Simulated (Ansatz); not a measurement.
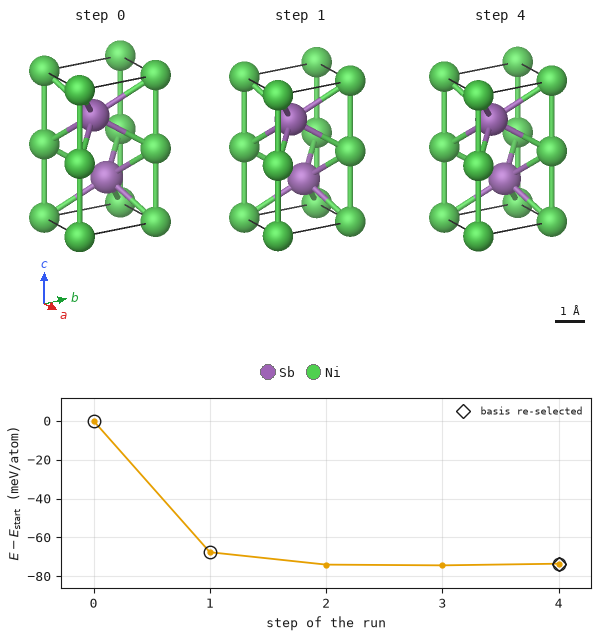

Frames of a relaxation of crystalline NiSb (a generated structure, set up in P6_3/mmc) (coarse preliminary run), marked on the history of the run. The picture is a ball-and-stick view of the cell of the calculation, seen slightly off an axis.

Case: Pt → Ni on all its sites, cell and atoms relaxed.

The calculation used Ansatz, DFT PBEsol, scalar-relativistic, plane waves, PAW.

Input
```yaml
crystal:
  lattice:
    - [4.0471235953, 0.0, 0.0]
    - [-2.0235617976, 3.5049118458, 0.0]
    - [0.0, 0.0, 5.3063507201]
  atoms:
    - { symbol: Sb, position: [0.3333333333, 0.6666666667, 0.25] }
    - { symbol: Sb, position: [0.6666666667, 0.3333333333, 0.75] }
    - { symbol: Ni, position: [0.0, 0.0, 0.0] }
    - { symbol: Ni, position: [0.0, 0.0, 0.5] }
basis:
  ecutwfc: 420
kpoints:
  mp_grid: { grid: [6, 6, 4] }
hamiltonian:
  xc: pbesol
scf:
  occupations: { method: gaussian, width: 0.1 }
output:
  forces: true
  stress: true
  eigenvalues: true
relax:
  adjacent_minimum: "off"
  f_tol: 0.05
  max_steps: 60
  cell: { stress_tol: 0.5 }
```

Launched with:
```bash
ansatz run input.yaml --threads 1 --pin off --max-ram 2560MiB --backend cpu --events-out ev --progress --plain --runs-dir out
```

> What happens along the run?

Over 3 accepted moves (4 points after the start) the energy falls by 73.5 meV per atom. All forces vanish by symmetry, so only the cell relaxes. Pressure: −10.78 GPa at the start and 0.02 GPa at the end. At 1 point the geometry stayed and the basis and grid were re-selected for the new cell (energy shift of 0.9 meV per atom at most each time). No atom moves by more than 0.005 Å relative to the cell. Cell: a = b 4.047 → 3.907 Å (−3.5 %), c 5.306 → 5.098 Å (−3.9 %). Volume −10.4 %. Near-neighbour distances that change, for instance: Ni3–Ni4 2.653 → 2.549 Å, Sb1–Ni3 2.687 → 2.591 Å. The space group stays P6_3/mmc (No. 194). The run took 19 s on 1 thread of Arm Neoverse V1, with other jobs on the host, peak memory 0.38 GiB. From step 0 to 1: volume −13.0 %, energy −67.6 meV per atom. From step 1 to 4: volume +3.0 %, energy −5.9 meV per atom.

Limits of the set-up: an element that often carries a moment was run without spin polarisation.
